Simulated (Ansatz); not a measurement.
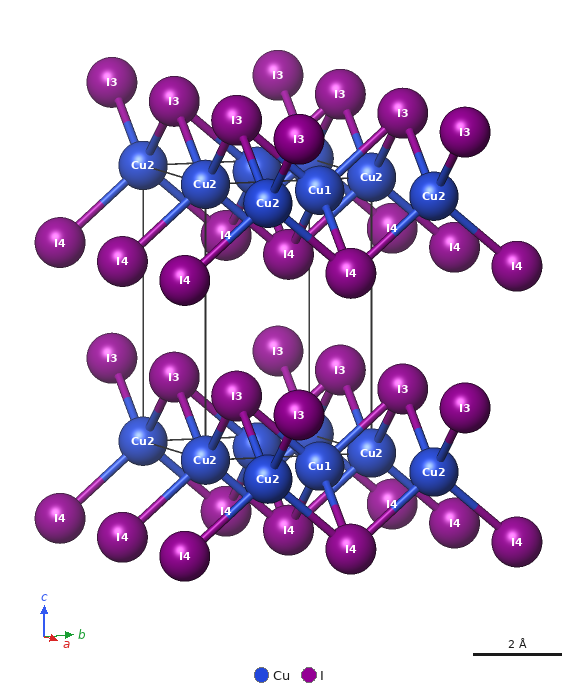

This is crystalline CuI (built on the database structure type). Style: ball-and-stick. Shown: the cell of the calculation, repeated 2 × 1 × 1 with one cell outlined, slightly off an axis.

Theory: DFT, r2SCAN, plane waves, PAW in Ansatz. Set-up: plane-wave cutoff 500 eV; k-point mesh 6 × 6 × 4; occupations fixed; no spin polarisation.

The variant: The cell is strained by +4.2 % along c and −3.7 % across it (volume −3.3 %) and the I atoms are displaced by 0.01 Å relative to the cell: I3 0.01 Å along +c. No relaxation follows.

Q: What does the calculation give for the changed structure?

A: Energy change: +18.9 meV per atom. The pressure goes from 1.1 to 2.6 GPa. The principal stresses (compression positive) are 1.0 GPa along c and 3.3 GPa across it. The largest forces, 0.012 eV/Å, act on I3 and I4. Some distances before and after: Cu–I 2.641 → 2.636 Å. The space group stays P4/nmm (No. 129).

Drawn alike, the variant:

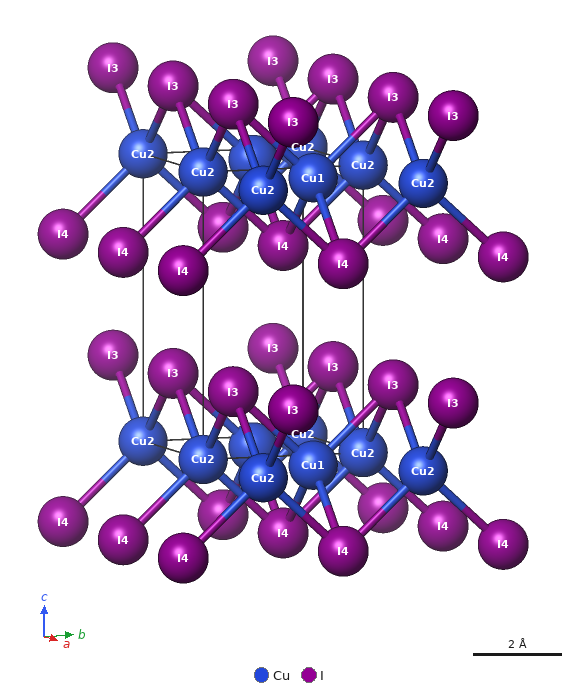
